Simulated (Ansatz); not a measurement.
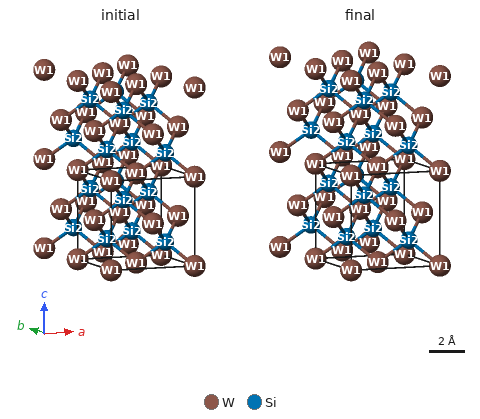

The structure of a crystal of SiW (built on the zinc blende type) (coarse preliminary run) before (left) and after (right) a relaxation, at one scale.

Style: ball-and-stick. Shown: the conventional cell (4 times the calculation's cell), repeated 1 × 2 × 2 with one cell outlined, slightly off an axis. Lengths and directions refer to the drawn axes.

Computed with DFT PBE, scalar-relativistic, plane waves, PAW in Ansatz 0.2.0. Settings: plane-wave cutoff 420 eV; k-point mesh 6 × 6 × 6; occupations gaussian; smearing width 0.1 eV; no spin polarisation; cell and atoms relaxed; force threshold 0.05 eV/Å; at most 80 steps.

> Describe what moved and what it gained.

After 3 accepted moves (4 points after the start) the energy has fallen by 285 meV per atom. All forces vanish by symmetry, so only the cell relaxes. Pressure: 29.09 GPa at the start and 0.03 GPa at the end. The SCF was repeated once at an unchanged geometry on a basis and grid sized afresh for the cell, which shifted the energy by 1.3 meV per atom at most. The atoms keep their places relative to the cell (all moves are under 0.005 Å). Cell: a = b = c 5.251 → 5.581 Å (+6.3 %). Volume +20.1 %. Some distances before and after: W1–Si2 2.274 → 2.417 Å. The space group stays F-43m (No. 216). Cost: 6.5 s on 1 thread of Arm Neoverse V1, with other jobs on the host, peak memory 0.29 GiB.
